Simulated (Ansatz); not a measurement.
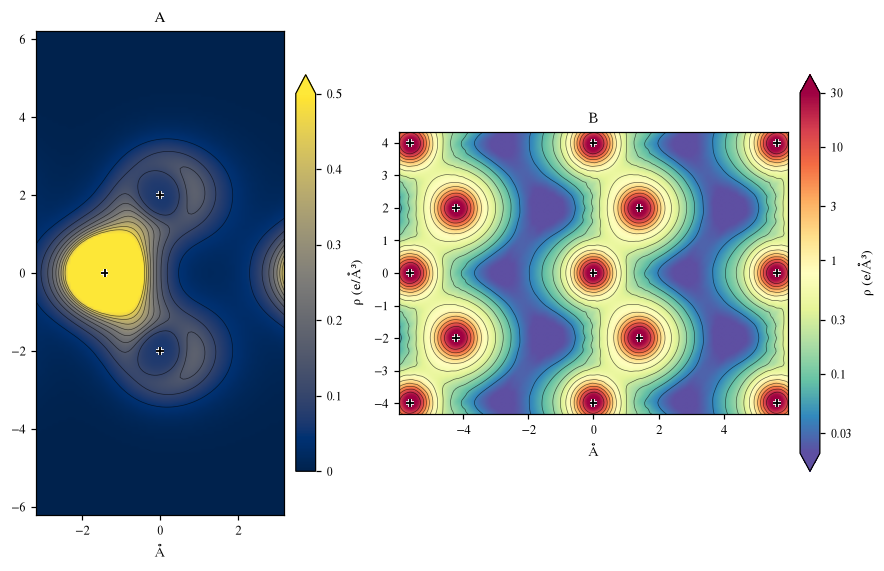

The valence pseudo-density of 2 systems, each on a plane through atoms (crosses mark nuclei in the plane).

Computed with Ansatz 0.2.0, DFT PBEsol, scalar-relativistic, plane waves, PAW.

System 1: AlAs (slab), the (100) plane of the calculation cell, a cut from vacuum to vacuum. Not relaxed (largest force 1.6 eV/Å).

```
CELL_PARAMETERS angstrom
4.01255 0.00000 0.00000
0.00000 5.67460 0.00000
0.00000 0.00000 19.01255
ATOMIC_POSITIONS crystal
Al 0.50000 0.50000 0.39448
As 0.00000 0.75000 0.39448
Al 0.00000 0.00000 0.50000
As 0.50000 0.25000 0.50000
Al 0.50000 0.50000 0.60552
As 0.00000 0.75000 0.60552
```

System 2: ZnSe, the (110) plane of the conventional cell. Space group F-43m.

```xyz
8
Lattice="5.6332 0.0000 0.0000 0.0000 0.0000 -5.6332 0.0000 5.6332 0.0000" Properties=species:S:1:pos:R:3 pbc="T T T"
Zn    2.8166    0.0000   -2.8166
Zn    0.0000    2.8166   -2.8166
Zn    0.0000    0.0000    0.0000
Zn    2.8166    2.8166    0.0000
Se    1.4083    1.4083   -4.2249
Se    4.2249    4.2249   -4.2249
Se    4.2249    1.4083   -1.4083
Se    1.4083    4.2249   -1.4083
```

**Match each panel to its system.**

Panel A is system 1, AlAs: the plane holds Al and As. Al–As (2.46 Å): ρ is about 0.46 e/Å³ halfway. Panel B is system 2, ZnSe: the plane holds Zn and Se. Zn–Se (2.44 Å): ρ is about 0.47 e/Å³ halfway.
